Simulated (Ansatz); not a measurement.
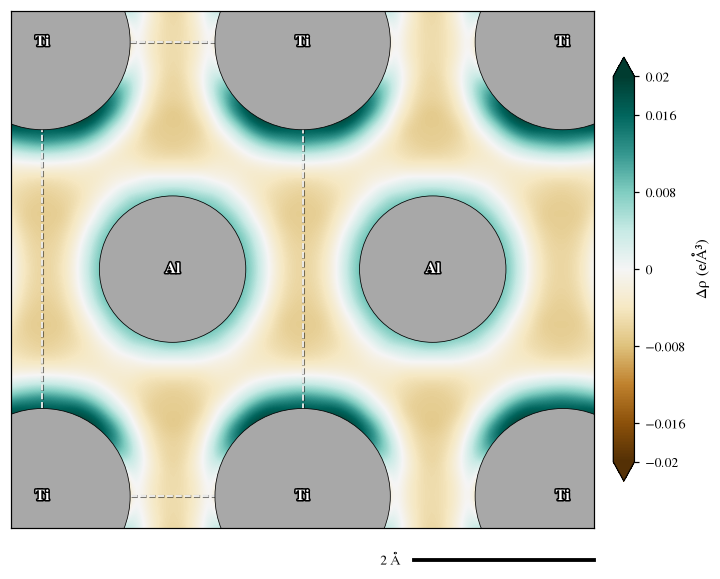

TiAl. Difference of the valence pseudo-densities of two functionals at the same geometry, on the (011) plane of the calculation cell: LDA less r2SCAN.

Both computed with Ansatz (plane waves, PAW), on the same k-point mesh. Grey discs cover the atomic cores.

**Where does the change of functional move the electrons?**

Against r2SCAN, LDA gives more density around Ti (+0.008 e/Å³ on average at 1.1 Å from the nucleus) and a change of −0.006 e/Å³ at the midpoint of Al–Al and −0.005 e/Å³ at the midpoint of Ti–Ti.
